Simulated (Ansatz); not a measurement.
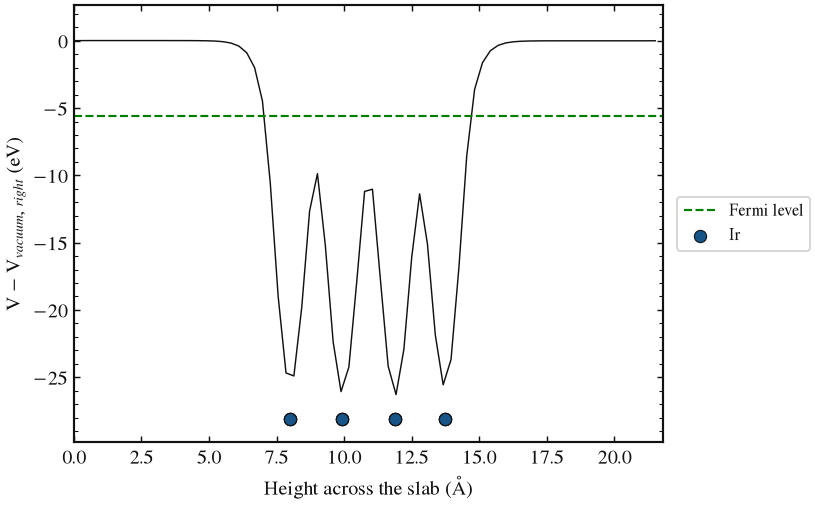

Plane-averaged electrostatic potential energy of an electron across the slab; circles at the bottom mark the heights of the atoms (positions after relaxation).

The material is a (100) slab cut from Ir (Fm-3m), 16 atoms in the cell.

Ansatz; DFT PBE, scalar-relativistic, plane waves, PAW, no spin polarisation, 4×4×1 k mesh, Gaussian smearing of 0.1 eV.

Question: What is the work function?

Answer: The work function is 5.60 eV, the same on both faces. The two vacuum levels agree, so the slab has no net dipole along its normal.

Question: How thick are slab and vacuum?

Answer: The outermost atoms are 5.7 Å apart, which leaves 16.1 Å of vacuum in a cell 21.8 Å high.

Spin-orbit coupling is left out, which matters for Ir.
